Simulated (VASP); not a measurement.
## Geometry relaxation of CuO (part 4 of 5)

CuO (C2/c, 4 atoms in the cell); Kohn-Sham DFT of a periodic cell, PBE, VASP PAW PBE potentials, recommended, no spin polarisation (VASP 6.6.1); cutoff 600 eV, 10×10×5 k-mesh, fermi-dirac of 0.05 eV. The structure derives from an entry of the Crystallography Open Database.

Geometry of the input (Å; fractional positions):
```
2.3418  -1.7113  0.0000
2.3418  1.7113  0.0000
-0.8500  0.0000  5.0579
Cu 0.5000  -0.0000  0.5000
Cu 0.0000  0.5000  0.0000
O  0.4184  0.5816  0.7500
O  0.5816  0.4184  0.2500
```

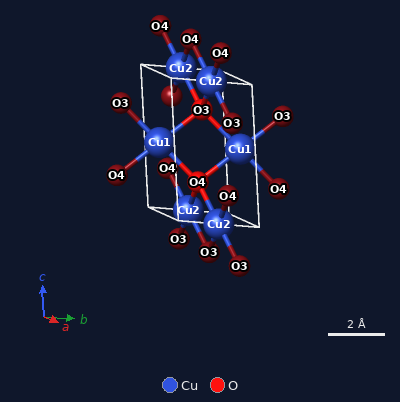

**Figure 1.** The geometry at step 3 of the log (ball-and-stick view of the cell of the calculation, seen slightly off an axis; neighbours outside the cell are drawn fainter; atoms are numbered from 1 in the order of the input).

Parts of OUTCAR, continued
```
  FORCE on cell =-STRESS in cart. coord.  units (eV):
  Direction    XX          YY          ZZ          XY          YZ          ZX
  --------------------------------------------------------------------------------------
  -------------------------------------------------------------------------------------
  Total       -1.0469048     -0.0172928     -1.3653871      0.0000000      0.0000000      0.1712838
  in kB      -39.0717489     -0.6453864    -50.9578939      0.0000000      0.0000000      6.3925194
  external PRESSURE =     -30.2250097 kB  Pullay stress =       0.0000000 kB

 VOLUME and BASIS-vectors are now :
 -----------------------------------------------------------------------------
  energy-cutoff  :      600.00
  volume of cell :       42.93
      direct lattice vectors                 reciprocal lattice vectors
     2.386096352 -1.748702459 -0.008685758     0.209678484 -0.285926286  0.036043685
     2.386096352  1.748702459 -0.008685758     0.209678484  0.285926286  0.036043685
    -0.884846974  0.000000000  5.147458534     0.000707618  0.000000000  0.194392267

 POSITION                                       TOTAL-FORCE (eV/Angst)
 -----------------------------------------------------------------------------------
      0.75062     -0.87435      2.56939        -0.000000     -0.000000     -0.000000
      3.57914     -0.87435     -0.01303        -0.000000      0.000000     -0.000000
      1.72246      0.27460      3.85191         0.000000     -0.318161      0.000000
      2.16488     -0.27460      1.27818         0.000000      0.318161     -0.000000
 -----------------------------------------------------------------------------------
    total drift:                               -0.000000     -0.000000     -0.000000

  FREE ENERGIE OF THE ION-ELECTRON SYSTEM (eV)
  ---------------------------------------------------
  free  energy   TOTEN  =       -19.5647498847 eV

  energy  without entropy=      -19.5449169940  energy(sigma->0) =      -19.55483344

--------------------------------------- Ionic step        3  -------------------------------------------

 number of electron      34.0000029 magnetization

------------------------ aborting loop because EDIFF is reached ----------------------------------------

  FORCE on cell =-STRESS in cart. coord.  units (eV):
  Direction    XX          YY          ZZ          XY          YZ          ZX
  --------------------------------------------------------------------------------------
  -------------------------------------------------------------------------------------
  Total       -0.3146203      0.5067735     -0.5823133      0.0000000      0.0000000      0.0501272
  in kB      -11.9407462     19.2335124    -22.1004648      0.0000000      0.0000000      1.9024706
  external PRESSURE =      -4.9358996 kB  Pullay stress =       0.0000000 kB

 VOLUME and BASIS-vectors are now :
 -----------------------------------------------------------------------------
  energy-cutoff  :      600.00
  volume of cell :       42.21
      direct lattice vectors                 reciprocal lattice vectors
     2.373038861 -1.737664662 -0.006122514     0.210793180 -0.287742515  0.035999408
     2.373038861  1.737664662 -0.006122514     0.210793180  0.287742515  0.035999408
    -0.874571417  0.000000000  5.121019985     0.000504034  0.000000000  0.195359678

 POSITION                                       TOTAL-FORCE (eV/Angst)
 -----------------------------------------------------------------------------------
      0.74923     -0.86883      2.55745         0.000000     -0.000000      0.000000
      1.18652      0.86883     -0.00306         0.000000      0.000000      0.000000
      1.71711      0.27596      3.83464         0.000000     -0.287667     -0.000000
      2.15440     -0.27596      1.27413        -0.000000      0.287667     -0.000000
 -----------------------------------------------------------------------------------
    total drift:                                0.000000     -0.000000     -0.000000

  FREE ENERGIE OF THE ION-ELECTRON SYSTEM (eV)
  ---------------------------------------------------
  free  energy   TOTEN  =       -19.5702015723 eV

  energy  without entropy=      -19.5505252537  energy(sigma->0) =      -19.56036341

[... ionic steps 4 to 44 ...]

--------------------------------------- Ionic step       45  -------------------------------------------

 number of electron      34.0000018 magnetization

------------------------ aborting loop because EDIFF is reached ----------------------------------------

  FORCE on cell =-STRESS in cart. coord.  units (eV):
  Direction    XX          YY          ZZ          XY          YZ          ZX
  --------------------------------------------------------------------------------------
  -------------------------------------------------------------------------------------
  Total       -0.0196126     -0.0178898     -0.0857145      0.0000000      0.0000000      0.0044449
  in kB       -0.7010959     -0.6395124     -3.0640628      0.0000000      0.0000000      0.1588928
  external PRESSURE =      -1.4682237 kB  Pullay stress =       0.0000000 kB

 VOLUME and BASIS-vectors are now :
 -----------------------------------------------------------------------------
  energy-cutoff  :      600.00
  volume of cell :       44.82
      direct lattice vectors                 reciprocal lattice vectors
     2.131532912 -2.026884966  0.165175623     0.233111225 -0.246683955  0.018863268
     2.131532912  2.026884966  0.165175623     0.233111225  0.246683955  0.018863268
    -0.417114291  0.000000000  5.154675369    -0.014939560  0.000000000  0.192789735

 POSITION                                       TOTAL-FORCE (eV/Angst)
 -----------------------------------------------------------------------------------
      0.85721     -1.01344      2.65993        -0.000000     -0.000000     -0.000000
      1.06577      1.01344      0.08259        -0.000000     -0.000000     -0.000000
      1.81870      0.00399      4.03118         0.000000     -0.002525     -0.000000
      2.02725     -0.00399      1.45384         0.000000      0.002525      0.000000
 -----------------------------------------------------------------------------------
    total drift:                               -0.000000      0.000000     -0.000000

  FREE ENERGIE OF THE ION-ELECTRON SYSTEM (eV)
  ---------------------------------------------------
  free  energy   TOTEN  =       -19.7270988615 eV

  energy  without entropy=      -19.7061594253  energy(sigma->0) =      -19.71662914

--------------------------------------- Ionic step       46  -------------------------------------------

 number of electron      34.0000017 magnetization

------------------------ aborting loop because EDIFF is reached ----------------------------------------

  FORCE on cell =-STRESS in cart. coord.  units (eV):
  Direction    XX          YY          ZZ          XY          YZ          ZX
  --------------------------------------------------------------------------------------
  -------------------------------------------------------------------------------------
  Total       -0.0235785     -0.0219996      0.0128805      0.0000000      0.0000000      0.0187021
  in kB       -0.8432191     -0.7867533      0.4606369      0.0000000      0.0000000      0.6688294
  external PRESSURE =      -0.3897785 kB  Pullay stress =       0.0000000 kB

 VOLUME and BASIS-vectors are now :
 -----------------------------------------------------------------------------
  energy-cutoff  :      600.00
  volume of cell :       44.80
      direct lattice vectors                 reciprocal lattice vectors
     2.132452040 -2.028204455  0.165965412     0.233010398 -0.246523470  0.018778022
     2.132452040  2.028204455  0.165965412     0.233010398  0.246523470  0.018778022
    -0.414785924  0.000000000  5.146944220    -0.015027039  0.000000000  0.193079030

 POSITION                                       TOTAL-FORCE (eV/Angst)
 -----------------------------------------------------------------------------------
      0.85883     -1.01410      2.65645         0.000000      0.000000     -0.000000
      1.06623      1.01410      0.08298         0.000000      0.000000     -0.000000
      1.82136      0.00080      4.02617         0.000000      0.011083      0.000000
      2.02876     -0.00080      1.45270        -0.000000     -0.011083      0.000000
 -----------------------------------------------------------------------------------
    total drift:                                0.000000      0.000000     -0.000000

  FREE ENERGIE OF THE ION-ELECTRON SYSTEM (eV)
  ---------------------------------------------------
  free  energy   TOTEN  =       -19.7270923496 eV

  energy  without entropy=      -19.7062139373  energy(sigma->0) =      -19.71665314

--------------------------------------- Ionic step       47  -------------------------------------------

 number of electron      34.0000018 magnetization

 Free energy of the ion-electron system (eV)
  ---------------------------------------------------
  ext. energy  EPLUGINS =         0.00000000
  ---------------------------------------------------
  free energy    TOTEN  =       -19.72711442 eV

  energy without entropy =      -19.70620178  energy(sigma->0) =      -19.71665810

 E-fermi :   4.7251     XC(G=0): -11.2572     alpha+bet :-10.4182

 val. band max:        4.7095052437   @ k =  -0.3000   0.5000   0.4000
 cond. band min:       4.7318736613   @ k =   0.3000   0.1000   0.0000
 fundamental gap:      0.0223684176
 Fermi energy:         4.7251346330

 k-point     1 :       0.0000    0.0000    0.0000
  band No.  band energies     occupation
      1     -14.9372      2.00000
      2     -13.6623      2.00000
      3      -3.2272      2.00000
      4      -0.6361      2.00000
      5      -0.5275      2.00000
      6       1.0913      2.00000
      7       1.3711      2.00000
      8       1.3759      2.00000
      9       1.5152      2.00000
     10       1.7971      2.00000
     11       2.3258      2.00000
     12       2.3571      2.00000
     13       2.3976      2.00000
     14       2.4006      2.00000
     15       2.4792      2.00000
     16       2.8613      2.00000
     17       5.3481      0.00001
     18       5.4697      0.00000
     19       6.1328      0.00000
     20      10.8534      0.00000
     21      11.9907      0.00000

 k-point     2 :       0.1000   -0.0000    0.0000
  band No.  band energies     occupation
      1     -14.8865      2.00000
      2     -13.6468      2.00000
      3      -3.1366      2.00000
      4      -0.6568      2.00000
      5      -0.5291      2.00000
      6       0.5449      2.00000
      7       1.2620      2.00000
      8       1.3501      2.00000
      9       1.7952      2.00000
     10       1.8594      2.00000
     11       2.0930      2.00000
     12       2.3744      2.00000
     13       2.3955      2.00000
     14       2.5652      2.00000
     15       2.5730      2.00000
     16       2.8892      2.00000
     17       5.2279      0.00009
     18       5.4112      0.00000
     19       6.4662      0.00000
     20      11.2131      0.00000
     21      11.7297      0.00000

 k-point     3 :       0.2000   -0.0000    0.0000
  band No.  band energies     occupation
      1     -14.7495      2.00000
      2     -13.6054      2.00000
      3      -2.8896      2.00000
      4      -0.7332      2.00000
      5      -0.4797      2.00000
      6      -0.4154      2.00000
      7       1.0918      2.00000
      8       1.4257      2.00000
      9       1.7101      2.00000
     10       1.9337      2.00000
     11       2.1201      2.00000
     12       2.3407      2.00000
     13       2.3696      2.00000
     14       2.7659      2.00000
     15       2.7861      2.00000
     16       2.9188      2.00000
     17       4.9753      0.01334
     18       5.3482      0.00001
     19       7.2557      0.00000
     20      10.9928      0.00000
     21      12.1214      0.00000

 k-point     4 :       0.3000   -0.0000    0.0000
  band No.  band energies     occupation
      1     -14.5713      2.00000
      2     -13.5540      2.00000
      3      -2.5620      2.00000
      4      -1.3304      2.00000
      5      -0.7833      2.00000
      6      -0.3983      2.00000
      7       0.9237      2.00000
      8       1.2092      2.00000
      9       1.5419      2.00000
     10       2.0474      2.00000
     11       2.2674      2.00000
     12       2.3621      2.00000
     13       2.4075      2.00000
     14       2.8698      2.00000
     15       2.9274      2.00000
     16       3.0400      2.00000
     17       4.8757      0.09376
     18       5.2816      0.00003
     19       8.1918      0.00000
     20      10.0364      0.00000
     21      13.3231      0.00000

 k-point     5 :       0.4000   -0.0000    0.0000
  band No.  band energies     occupation
      1     -14.4195      2.00000
      2     -13.5115      2.00000
      3      -2.2779      2.00000
      4      -1.9708      2.00000
      5      -0.7569      2.00000
      6      -0.3275      2.00000
      7       0.7422      2.00000
      8       0.8091      2.00000
      9       1.6476      2.00000
     10       2.1584      2.00000
     11       2.2087      2.00000
     12       2.3551      2.00000
     13       2.5163      2.00000
     14       2.8880      2.00000
     15       3.0739      2.00000
     16       3.2062      2.00000
     17       4.9208      0.03918
     18       5.2274      0.00009
     19       8.6889      0.00000
     20       9.7537      0.00000
     21      12.3385      0.00000

 [... the levels of 18 k-points are left out ...]

 k-point    24 :       0.4000    0.3000    0.0000
  band No.  band energies     occupation
      1     -14.0964      2.00000
      2     -13.4340      2.00000
      3      -1.7131      2.00000
      4      -1.5393      2.00000
      5      -0.9821      2.00000
      6      -0.5446      2.00000
      7      -0.2012      2.00000
      8       0.9713      2.00000
      9       2.0003      2.00000
     10       2.1367      2.00000
     11       2.1917      2.00000
     12       2.2947      2.00000
     13       2.5588      2.00000
     14       2.6809      2.00000
     15       2.8148      2.00000
     16       3.3846      2.00000
     17       3.6547      2.00000
     18       5.5935      0.00000
     19       8.4491      0.00000
     20      10.3793      0.00000
     21      13.7711      0.00000

 [... further k-points ...]

------------------------ aborting loop because EDIFF is reached ----------------------------------------

  FORCE on cell =-STRESS in cart. coord.  units (eV):
  Direction    XX          YY          ZZ          XY          YZ          ZX
  --------------------------------------------------------------------------------------
  -------------------------------------------------------------------------------------
  Total       -0.0087007     -0.0077441     -0.0285739      0.0000000      0.0000000      0.0086910
  in kB       -0.3110810     -0.2768786     -1.0216224      0.0000000      0.0000000      0.3107362
  external PRESSURE =      -0.5365273 kB  Pullay stress =       0.0000000 kB

 VOLUME and BASIS-vectors are now :
 -----------------------------------------------------------------------------
  energy-cutoff  :      600.00
  volume of cell :       44.81
      direct lattice vectors                 reciprocal lattice vectors
     2.131922832 -2.027444730  0.165510673     0.233068431 -0.246615847  0.018827123
     2.131922832  2.027444730  0.165510673     0.233068431  0.246615847  0.018827123
    -0.416126533  0.000000000  5.151395599    -0.014976646  0.000000000  0.192912348

 POSITION                                       TOTAL-FORCE (eV/Angst)
 -----------------------------------------------------------------------------------
      0.85790     -1.01372      2.65845        -0.000000      0.000000      0.000000
      1.06596      1.01372      0.08276        -0.000000      0.000000      0.000000
      1.81983      0.00264      4.02906         0.000000      0.002950      0.000000
      2.02789     -0.00264      1.45336        -0.000000     -0.002950     -0.000000
 -----------------------------------------------------------------------------------
    total drift:                               -0.000000     -0.000000     -0.000000

  FREE ENERGIE OF THE ION-ELECTRON SYSTEM (eV)
  ---------------------------------------------------
  free  energy   TOTEN  =       -19.7271144180 eV

  energy  without entropy=      -19.7062017832  energy(sigma->0) =      -19.71665810

 reached required accuracy - stopping structural energy minimisation
```

CONTCAR
```
CuO
   1.00000000000000
     2.1319228317114445   -2.0274447299283991    0.1655106733749557
     2.1319228317114445    2.0274447299283991    0.1655106733749557
    -0.4161265331416952    0.0000000000000000    5.1513955993161806
  Cu              O
     2     2
Direct
     0.5000000000000000    0.0000000000000000    0.5000000000000000
     0.0000000000000000    0.5000000000000000    0.0000000000000000
     0.4993496624670309    0.5006503375329694    0.7500000000000000
     0.5006503375329694    0.4993496624670309    0.2500000000000000

  0.00000000E+00  0.00000000E+00  0.00000000E+00
  0.00000000E+00  0.00000000E+00  0.00000000E+00
  0.00000000E+00  0.00000000E+00  0.00000000E+00
  0.00000000E+00  0.00000000E+00  0.00000000E+00
```

Trajectory as extended XYZ (Å, eV, eV/Å), 47 frames, from step=0 to step=46
```
4
Lattice="2.3418 -1.7113 0.0000 2.3418 1.7113 0.0000 -0.8500 0.0000 5.0579" Properties=species:S:1:pos:R:3:forces:R:3 step=0 energy=-19.53585
Cu    0.7459   -0.8557    2.5289    0.0000   0.0000   0.0000
Cu    1.1709    0.8557    0.0000    0.0000   0.0000   0.0000
O     1.7043    0.2793    3.7934    0.0000  -0.2189   0.0000
O     2.1293   -0.2793    1.2645    0.0000   0.2189   0.0000
4
Lattice="2.3861 -1.7487 -0.0087 2.3861 1.7487 -0.0087 -0.8848 0.0000 5.1475" Properties=species:S:1:pos:R:3:forces:R:3 step=1 energy=-19.56475
Cu    0.7506   -0.8744    2.5694    0.0000   0.0000   0.0000
Cu    3.5791   -0.8744   -0.0130    0.0000   0.0000   0.0000
O     1.7225    0.2746    3.8519    0.0000  -0.3182   0.0000
O     2.1649   -0.2746    1.2782    0.0000   0.3182   0.0000
4
Lattice="2.3730 -1.7377 -0.0061 2.3730 1.7377 -0.0061 -0.8746 0.0000 5.1210" Properties=species:S:1:pos:R:3:forces:R:3 step=2 energy=-19.57020
Cu    0.7492   -0.8688    2.5574    0.0000   0.0000   0.0000
Cu    1.1865    0.8688   -0.0031    0.0000   0.0000   0.0000
O     1.7171    0.2760    3.8346    0.0000  -0.2877   0.0000
O     2.1544   -0.2760    1.2741    0.0000   0.2877   0.0000
4
Lattice="2.3711 -1.7532 -0.0060 2.3711 1.7532 -0.0060 -0.8737 0.0000 5.0999" Properties=species:S:1:pos:R:3:forces:R:3 step=3 energy=-19.58457
Cu    0.7487   -0.8766    2.5469    0.0000   0.0000   0.0000
Cu    3.5567   -0.8766   -0.0090    0.0000   0.0000   0.0000
O     1.7158    0.2637    3.8189    0.0000  -0.2348   0.0000
O     2.1527   -0.2637    1.2689    0.0000   0.2348   0.0000
4
Lattice="2.3653 -1.7998 -0.0058 2.3653 1.7998 -0.0058 -0.8711 0.0000 5.0366" Properties=species:S:1:pos:R:3:forces:R:3 step=4 energy=-19.61202
Cu    0.7471   -0.8999    2.5154    0.0000   0.0000   0.0000
Cu    1.1826    0.8999   -0.0029    0.0000   0.0000   0.0000
O     1.7119    0.2258    3.7717    0.0000  -0.0536   0.0000
O     2.1475   -0.2258    1.2534    0.0000   0.0536   0.0000
4
Lattice="2.3537 -1.8930 -0.0052 2.3537 1.8930 -0.0052 -0.8660 0.0000 4.9099" Properties=species:S:1:pos:R:3:forces:R:3 step=5 energy=-19.58157
Cu    0.7438   -0.9465    2.4524    0.0000   0.0000   0.0000
Cu    3.5305   -0.9465   -0.0078    0.0000   0.0000   0.0000
O     1.7042    0.1453    3.6772    0.0000   0.4011   0.0000
O     2.1372   -0.1453    1.2223    0.0000  -0.4011   0.0000
4
Lattice="2.3625 -1.8225 -0.0056 2.3625 1.8225 -0.0056 -0.8699 0.0000 5.0057" Properties=species:S:1:pos:R:3:forces:R:3 step=6 energy=-19.61559
Cu    0.7463   -0.9113    2.5000    0.0000   0.0000   0.0000
Cu    1.1812    0.9113   -0.0028    0.0000   0.0000   0.0000
O     1.7100    0.2037    3.7486    0.0000   0.0648   0.0000
O     2.1450   -0.2037    1.2458    0.0000  -0.0648   0.0000
```
